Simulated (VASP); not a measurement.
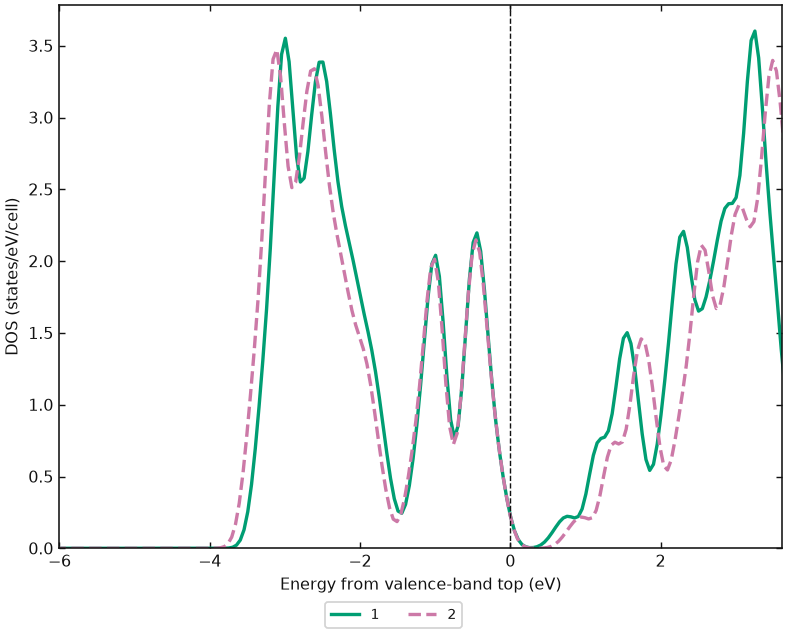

Total densities of states of PbSe, space group Imm2, 2 atoms in the cell, zincblende type, shear (xy) strain +1.9%, by two methods on the same cell. The curves are built from the levels of the k mesh with Gaussians 0.3 eV wide, which also blur the band edges. Each is counted from its own valence-band top.

Question: Which curve is which? The methods: PBE (VASP), r2SCAN (VASP).

Answer: 1 is PBE (VASP); 2 is r2SCAN (VASP). PBE (VASP) gives a gap of 0.62 eV and r2SCAN (VASP) gives a gap of 0.79 eV.

Settings. PBE (VASP): DFT, PBE, plane waves, PAW, 6×6×6 k mesh, 520 eV cutoff, Fermi-Dirac smearing of 0.02 eV (VASP 6.6.1). r2SCAN (VASP): DFT, r2SCAN, plane waves, PAW, 6×6×6 k mesh, 520 eV cutoff (VASP 6.6.1).

Spin-orbit coupling is left out, which matters for Pb.
